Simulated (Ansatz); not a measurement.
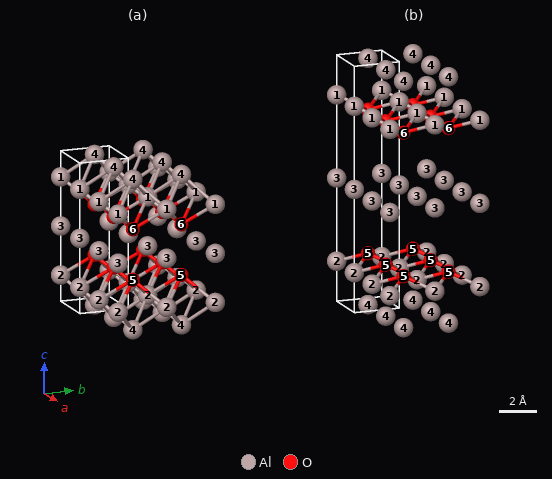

The structure of a crystal of Al₂O (a generated structure, set up in P4/mmm) (coarse preliminary run) before (left) and after (right) a relaxation, at one scale.

A ball-and-stick model of the cell of the calculation, repeated 3 × 2 × 1 with one cell outlined, seen slightly off an axis.

These are results of Ansatz, DFT PBE, scalar-relativistic, plane waves, PAW, not measurements. (plane-wave cutoff 420 eV; k-point mesh 6 × 6 × 2; occupations gaussian; smearing width 0.1 eV; no spin polarisation; cell and atoms relaxed; force threshold 0.04 eV/Å; at most 70 steps)

**Describe what moved and what it gained.**

The largest moves relative to the cell, 1.72 Å, are those of O5 and O6. O6 goes along +c. Largest moves by element: O 1.72 Å, Al 0.16 Å. The drawn cell changes as follows: a = b 2.856 → 2.644 Å (−7.4 %), c 8.507 → 13.932 Å (+63.8 %); the volume changes by +40.3 %. Among the contacts that change: Al1–O6 2.427 → 1.978 Å, Al1–Al4 2.503 → 2.935 Å. The space group stays P4/mmm (No. 123). After 19 accepted moves (23 points after the start) the energy has fallen by 808 meV per atom. The largest force component goes from 2.6 to 0.0069 eV/Å. Pressure: 13.04 GPa at the start and 0.04 GPa at the end. The SCF was repeated 4 times at an unchanged geometry on a basis and grid sized afresh for the cell, which shifted the energy by 74.3 meV per atom at most.
